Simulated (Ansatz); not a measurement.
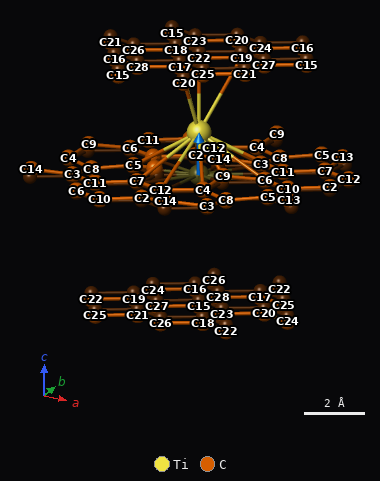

This is a relaxation of a defect cell of composition TiC27. The starting structure is drawn faded, the final one solid; blue arrows show the displacements, at their true length.

The picture is a ball-and-stick view of the atoms within 5.8 Å of the atom that moves most (axes of the conventional cell (3 times the calculation's cell) (origin shifted)), seen slightly off an axis. Lengths and directions refer to the drawn axes.

Case: Ti on a C site (c), charge +0, atoms relaxed at the host's cell.

All numbers below come from DFT PBE, scalar-relativistic, plane waves, PAW (Ansatz).

The input:
```yaml
crystal:
  lattice:
    - [-4.9330325265, -4.2721314856, 0.0]
    - [1.2332581316, -6.4081972285, 0.0]
    - [-1.2332581316, -3.5601095714, 8.5756686354]
  atoms:
    - { symbol: Ti, position: [0.7967237231, 0.939580866, 0.7526859734] }
    - { symbol: C, position: [0.939580866, 0.5110094374, 0.7526859734] }
    - { symbol: C, position: [0.5110094374, 0.7967237231, 0.7526859734] }
    - { symbol: C, position: [0.6538665803, 0.3681522946, 0.7526859734] }
    - { symbol: C, position: [0.2252951517, 0.6538665803, 0.7526859734] }
    - { symbol: C, position: [0.3681522946, 0.2252951517, 0.7526859734] }
    - { symbol: C, position: [0.0824380089, 0.0824380089, 0.7526859734] }
    - { symbol: C, position: [0.4633937967, 0.6062509395, 0.7526757528] }
    - { symbol: C, position: [0.6062509395, 0.177679511, 0.7526757528] }
    - { symbol: C, position: [0.177679511, 0.4633937967, 0.7526757528] }
    - { symbol: C, position: [0.3205366538, 0.0348223681, 0.7526757528] }
    - { symbol: C, position: [0.8919652252, 0.3205366538, 0.7526757528] }
    - { symbol: C, position: [0.0348223681, 0.8919652252, 0.7526757528] }
    - { symbol: C, position: [0.7491080824, 0.7491080824, 0.7526757528] }
    - { symbol: C, position: [0.9651776319, 0.1080347748, 0.2473242472] }
    - { symbol: C, position: [0.1080347748, 0.6794633462, 0.2473242472] }
    - { symbol: C, position: [0.6794633462, 0.9651776319, 0.2473242472] }
    - { symbol: C, position: [0.822320489, 0.5366062033, 0.2473242472] }
    - { symbol: C, position: [0.3937490605, 0.822320489, 0.2473242472] }
    - { symbol: C, position: [0.5366062033, 0.3937490605, 0.2473242472] }
    - { symbol: C, position: [0.2508919176, 0.2508919176, 0.2473242472] }
    - { symbol: C, position: [0.6318477054, 0.7747048483, 0.2473140266] }
    - { symbol: C, position: [0.7747048483, 0.3461334197, 0.2473140266] }
    - { symbol: C, position: [0.3461334197, 0.6318477054, 0.2473140266] }
    - { symbol: C, position: [0.4889905626, 0.2032762769, 0.2473140266] }
    - { symbol: C, position: [0.060419134, 0.4889905626, 0.2473140266] }
    - { symbol: C, position: [0.2032762769, 0.060419134, 0.2473140266] }
    - { symbol: C, position: [0.9175619911, 0.9175619911, 0.2473140266] }
basis:
  ecutwfc: 420
  xc_grid: 2
kpoints:
  mp_grid: { grid: [5, 5, 5], shift: [0.0, 0.0, 0.0] }
hamiltonian:
  xc: pbe
scf:
  occupations: { method: gaussian, width: 0.1 }
output:
  forces: true
  stress: false
  eigenvalues: true
  write_density: true
  write_potential: true
  elf: true
  volumetric_format: npy
relax:
  adjacent_minimum: "off"
  f_tol: 0.025
  max_steps: 45
```

Run as
```bash
ansatz run input.yaml --threads 4 --pin off --max-ram 10240MiB --backend cpu --events-out ev --progress --plain --runs-dir out
```

Which element moves most?

Answer. Titanium: up to 1.47 Å, against 0.26 Å for carbon.

What happened in the run?

Answer. The energy falls by 18.205 eV per cell of the calculation in 12 geometry steps. The largest force component goes from 26 to 0.025 eV/Å. The atom that moves furthest is Ti1 (1.47 Å along +c). Largest moves by element: Ti 1.47 Å, C 0.26 Å. The lattice vectors keep their values. Among the contacts that change: Ti1–C22 4.242 → 2.562 Å, Ti1–C17 4.475 → 2.936 Å, Ti1–C13 1.424 → 1.937 Å, Ti1–C3 2.467 → 2.848 Å. New bonds form, among them: Ti1–C22 (4.24 → 2.56 Å). Among the angles between lasting bonds that change: Ti1–C6–C10 150.0° → 140.6°, Ti1–C9–C4 120.0° → 116.1°, C4–C9–C6 120.0° → 122.8°.

Limits of the set-up: the periodic images lie only 6.5 Å apart, so the values are limited by the cell's size.
